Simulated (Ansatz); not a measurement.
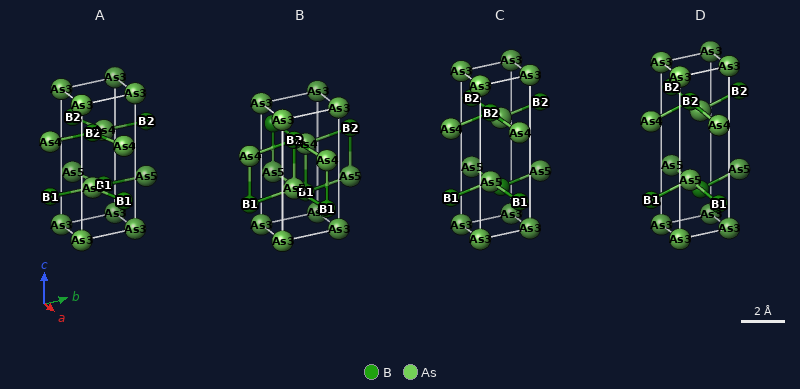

4 geometries from one relaxation of solid B2As3 (built on the A-type sesquioxide_164 type) (coarse preliminary run), in shuffled order. Style: ball-and-stick. Shown: the cell of the calculation, slightly off an axis.

Case: A-type sesquioxide type (P-3m1, No. 164).

Computed with DFT PBE, scalar-relativistic, plane waves, PAW in Ansatz. Set-up: plane-wave cutoff 420 eV; k-point mesh 6 × 6 × 4; occupations gaussian; smearing width 0.1 eV; no spin polarisation; cell and atoms relaxed; force threshold 0.04 eV/Å; at most 70 steps.

Order the frames from highest to lowest energy.

Answer. B, A, C, D. They are steps 0, 3, 6, 16, at +480 meV per atom, +353 meV per atom, +77.0 meV per atom relative to the last. The energy falls by 480 meV per atom in 14 accepted moves (16 points after the start). The largest force component goes from 0.72 to 0.011 eV/Å. Pressure: 0.53 GPa at the start and 0.07 GPa at the end. At 2 points the geometry stayed and the basis and grid were re-selected for the new cell (energy shift of 23.2 meV per atom at most each time). The largest moves relative to the cell, 0.33 Å, are those of B1, B2, As4 and As5. As4 goes along +c. Largest moves by element: As 0.33 Å, B 0.33 Å. The volume changes by +2.8 %, with a = b 3.796 → 3.326 Å (−12.4 %), c 5.905 → 7.906 Å (+33.9 %). Among the contacts that change: B1–As4 2.362 → 3.826 Å, As4–As5 2.781 → 3.527 Å, As3–As3 3.796 → 3.326 Å, B1–As5 2.286 → 2.107 Å. Bonds break: B1–As4 (2.36 → 3.83 Å), B2–As5 (2.36 → 3.83 Å). Among the angles between lasting bonds that change: B1–As5–B1 112.3° → 104.2°, As5–B1–As5 112.3° → 104.2°. The space group stays P-3m1 (No. 164). Cost: 31 s on 1 thread of Intel(R) Xeon(R) 6975P-C (Granite Rapids), with other jobs on the host, peak memory 0.41 GiB.
